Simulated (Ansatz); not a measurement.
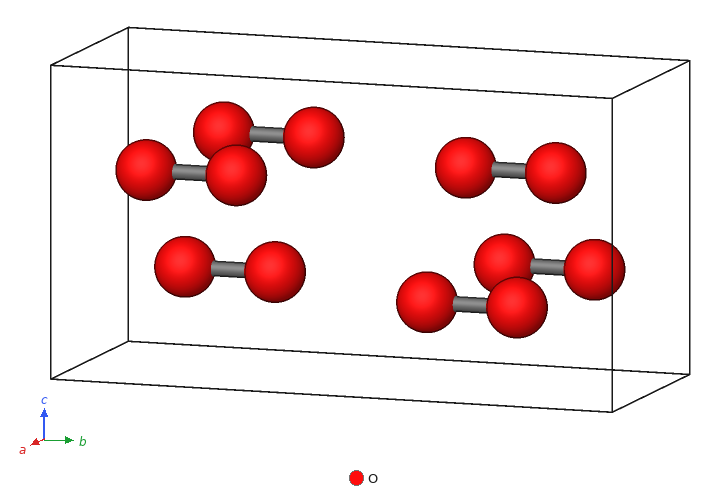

Ball-and-stick representation of a periodic structure, projected slightly off an axis. The parallelepiped is the drawn cell (a repeat of the simulation cell).

O, a = 2.988 Å, b = 7.517 Å, c = 4.026 Å, α = 90.00°, β = 90.00°, γ = 89.91°. Within 0.01 Å the space group is Cmme (No. 67), base-centred orthorhombic. It derives from a structure listed in the Materials Project. Earlier steps of the study may have refined or changed the cell and positions. It was the input of a calculation with Ansatz.

This one geometry was computed with Ansatz (DFT, plane waves, PAW) at six levels of theory: PBE, LDA, dielectric-dependent PBE0 (fraction 1/eps_inf of PBE), LC-wPBE, PBE0 and HSE06.

Q: Which level gives the highest pressure at this volume, and what does that say about its equilibrium volume?

A: Highest: PBE (6.0 GPa), which points to the largest equilibrium volume. Lowest, with the smallest volume: LC-wPBE (-6.5 GPa). Levels within 0.5 GPa of each other can't be told apart.

Q: How does the band gap change with the level of theory?

A: LDA: a gap of 0.87 eV, indirect; PBE: a gap of 0.91 eV, indirect; HSE06: a gap of 1.70 eV, indirect; dielectric-dependent PBE0 (fraction 1/eps_inf of PBE): a gap of 1.92 eV, indirect; PBE0: a gap of 2.41 eV, indirect; LC-wPBE: a gap of 6.60 eV, indirect.

Q: Collect the results in a table.

A:
| level | cutoff (eV) | k-mesh of the run's cell | gap (eV) | pressure (GPa) |
| --- | --- | --- | --- | --- |
| PBE | 420 | 8×6×10 | 0.91 | 6.0 |
| LDA | 420 | 8×6×10 | 0.87 | -3.7 |
| dielectric-dependent PBE0 (fraction 1/eps_inf of PBE) | 420 | 6×4×6 | 1.92 | -0.4 |
| LC-wPBE | 420 | 6×4×6 | 6.60 | -6.5 |
| PBE0 | 420 | 6×4×6 | 2.41 | -3.3 |
| HSE06 | 420 | 6×4×6 | 1.70 | -3.2 |

Gaps are taken on the k-mesh or band path of each run.
